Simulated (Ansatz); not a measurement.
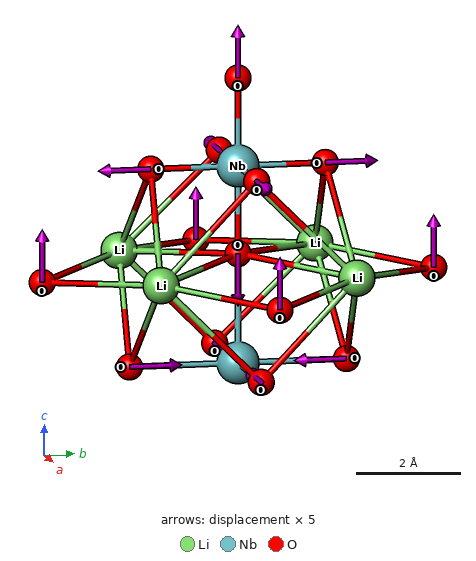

This is a relaxation of crystalline LiNbO₃ (built on the CsInF3-225 type type). The starting structure is drawn; purple arrows show the displacements (the part carried along by the change of the cell is left out), magnified 5 times.

The picture is a ball-and-stick view of the atoms within 4.2 Å of the atom that moves most (axes of the conventional cell (4 times the calculation's cell)), seen slightly off an axis. Lengths and directions refer to the drawn axes.

These are results of DFT, PBEsol, plane waves, PAW (Ansatz 0.2.0), not measurements. (plane-wave cutoff 420 eV; k-point mesh 6 × 6 × 6; occupations fermi dirac; smearing width 0.03 eV; no spin polarisation; cell and atoms relaxed; force threshold 0.01 eV/Å; at most 120 steps)

Atoms of which element are displaced furthest, and by how much?

Answer. Oxygen: up to 0.21 Å, against 0.00 Å for lithium.

Describe the change and its energy.

Answer. The largest moves relative to the cell, 0.21 Å, are those of O atoms. Li and Nb stay in place. Cell: a = b = c 7.769 → 7.852 Å (+1.1 %). Volume +3.3 %. Near-neighbour distances that change, for instance: Nb–O 1.732 → 1.963 Å, Nb–O 2.152 → 1.963 Å, Li–O 2.755 → 2.776 Å. The space group (tolerance 0.01 Å) goes from Fm-3m (No. 225) to Pm-3m (No. 221). The energy falls by 846 meV per atom in 5 accepted moves (7 points after the start). Largest force component: 14 eV/Å at the start, under 0.0001 eV/Å at the end. Pressure: 34.14 GPa at the start and 0.01 GPa at the end. At 2 points the geometry stayed and the basis and grid were re-selected for the new cell (energy shift of 1.8 meV per atom at most each time). Cost: 11 s on 4 threads of Arm Neoverse V1 (shared host), peak memory 0.5 GiB.
